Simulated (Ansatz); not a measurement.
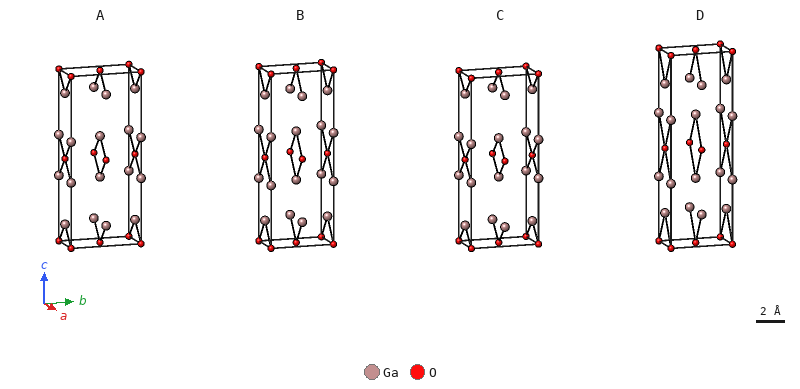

4 geometries from one relaxation of a crystal of Ga₂O (a generated structure, set up in Fmmm) (coarse preliminary run), in shuffled order. Style: ball-and-stick. Shown: the conventional cell (4 times the calculation's cell), slightly off an axis. Lengths and directions refer to the drawn axes.

The calculation used Ansatz 0.2.0, DFT PBE, scalar-relativistic, plane waves, PAW. Settings: plane-wave cutoff 420 eV; k-point mesh 8 × 8 × 8; occupations gaussian; smearing width 0.1 eV; collinear spin; cell and atoms relaxed; force threshold 0.04 eV/Å; at most 70 steps.

### Put them in the order of the run, from the start to the converged end.

D, B, C, A. They are steps 0, 2, 4, 10, at +3.120 eV per cell of the calculation, +1.032 eV per cell of the calculation, +0.121 eV per cell of the calculation relative to the last. The largest moves relative to the cell, 0.60 Å, are those of Ga atoms. O stays in place. The drawn cell changes as follows: a 2.844 → 2.861 Å (+0.6 %), b 4.740 → 5.400 Å (+13.9 %), c 14.436 → 12.871 Å (−10.8 %); the volume changes by +2.2 %. Near-neighbour distances that change, for instance: Ga–O 2.773 → 2.092 Å. The space group stays Fmmm (No. 69). The energy falls by 3.120 eV per cell of the calculation in 8 accepted moves (10 points after the start). Largest force component: 1.8 eV/Å at the start, 0.0016 eV/Å at the end. Pressure: −3.24 GPa at the start and 0.17 GPa at the end. The SCF was repeated twice at an unchanged geometry on a basis and grid sized afresh for the cell, which shifted the energy by 21.9 meV per cell of the calculation at most. The program noted that the starting moments weren't kept. The run took 49 s on 1 thread of AMD EPYC 9R45 96-Core Processor (Zen 5) (shared host), peak memory 0.52 GiB.
